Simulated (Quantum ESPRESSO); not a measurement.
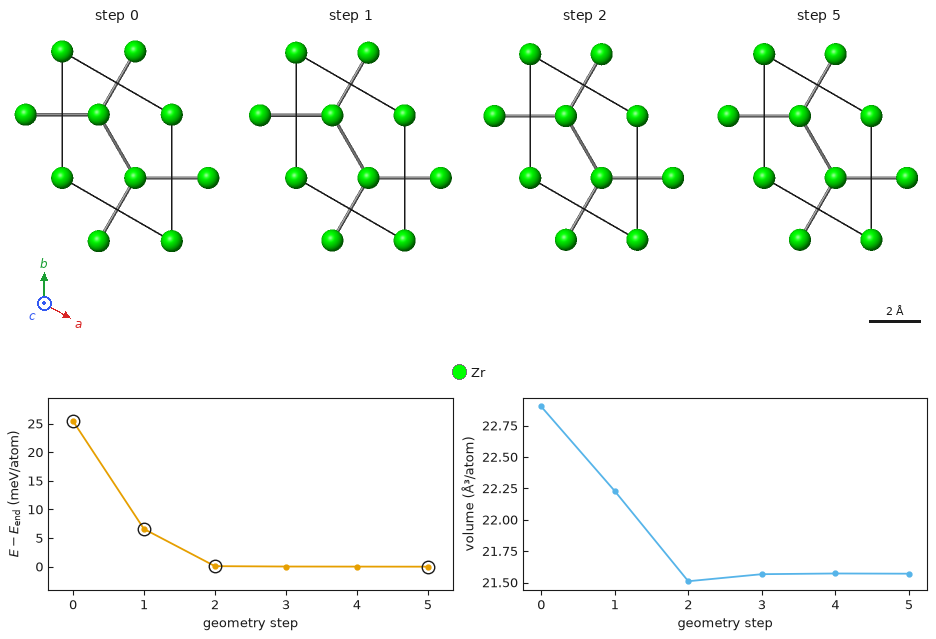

Frames of a relaxation of solid Zr (a generated structure, set up in P6/mmm), marked on the history of the run. The picture is a ball-and-stick view of the cell of the calculation, seen along the c axis.

The run lets cell and atoms move.

Method: Kohn-Sham DFT of a periodic cell, LDA, GBRV 1.5 LDA in Quantum ESPRESSO.

The input:
```
&CONTROL
  calculation = 'vc-relax'
  prefix = 'pwscf'
  outdir = './tmp'
  pseudo_dir = './pseudo'
  tprnfor = .true.
  tstress = .true.
  disk_io = 'low'
  nstep = 40
  forc_conv_thr = 0.0004
  etot_conv_thr = 1d-05
/
&SYSTEM
  ibrav = 0
  nat = 3
  ntyp = 1
  ecutwfc = 45
  ecutrho = 360
  nbnd = 26
  occupations = 'smearing'
  smearing = 'gaussian'
  degauss = 0.00734986
/
&ELECTRONS
  conv_thr = 6d-10
  electron_maxstep = 120
  mixing_beta = 0.5
/
&IONS
  ion_dynamics = 'bfgs'
/
&CELL
  cell_dynamics = 'bfgs'
  press = 0
  press_conv_thr = 0.3
/
ATOMIC_SPECIES
Zr    91.2240 zr_lda_v1.uspp.F.UPF
CELL_PARAMETERS angstrom
   5.0330000000    0.0000000000    0.0000000000
  -2.5165000000    4.3587058572    0.0000000000
   0.0000000000    0.0000000000    3.1320000000
ATOMIC_POSITIONS crystal
Zr     0.0000000000    0.0000000000    0.0000000000
Zr     0.3333333333    0.6666666667    0.5000000000
Zr     0.6666666667    0.3333333333    0.5000000000
K_POINTS automatic
14 14 19 0 0 0
```

Launched with:
```bash
OMP_NUM_THREADS=1 pw.x -in pw.in > pw.out
```

Describe the path.

The energy falls by 25.5 meV per atom in 5 geometry steps. All forces vanish by symmetry, so only the cell relaxes. The pressure goes from −5.82 to −0.01 GPa. The atoms keep their places relative to the cell (all moves are under 0.005 Å). The drawn cell changes as follows: a = b 5.033 → 4.923 Å (−2.2 %), c 3.132 → 3.083 Å (−1.6 %); the volume changes by −5.8 %. Some distances before and after: Zr–Zr 3.301 → 3.233 Å, Zr–Zr 2.906 → 2.842 Å, Zr–Zr 3.132 → 3.083 Å. The space group stays P6/mmm (No. 191). Cost: 13 min on 1 thread of Intel(R) Xeon(R) 6975P-C (Granite Rapids), with other jobs on the host, peak memory 0.44 GiB. From step 0 to 1: volume −2.9 %, energy −18.9 meV per atom. From step 1 to 2: volume −3.2 %, energy −6.5 meV per atom. From step 2 to 5: volume +0.3 %, energy −0.1 meV per atom.
